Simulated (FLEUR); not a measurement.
```
CELL_PARAMETERS angstrom
4.71800 0.00000 0.00000
0.00000 4.71800 0.00000
0.00000 0.00000 4.71800
ATOMIC_POSITIONS crystal
Ag 0.75000 0.25000 0.75000
Ag 0.75000 0.75000 0.25000
Ag 0.25000 0.75000 0.75000
Ag 0.25000 0.25000 0.25000
O 0.50000 0.50000 0.50000
O 0.00000 0.00000 0.00000
```

Space group Pn-3m.

The calculation used Kohn-Sham DFT of a periodic cell, PBEsol, all-electron in FLEUR.

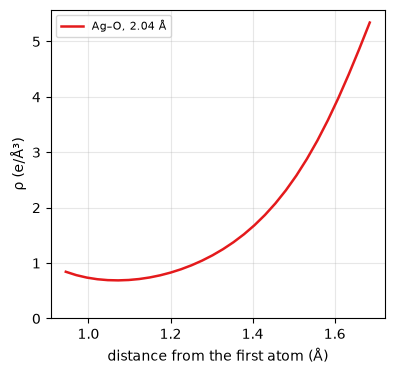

Ag$_{2}$O. Total electron density along straight lines between neighbouring atoms. The curves leave out the atomic cores.

The calculation treats all electrons.

What can be read from the curves?

Ag–O (2.04 Å): ρ is about 0.71 e/Å³ halfway.
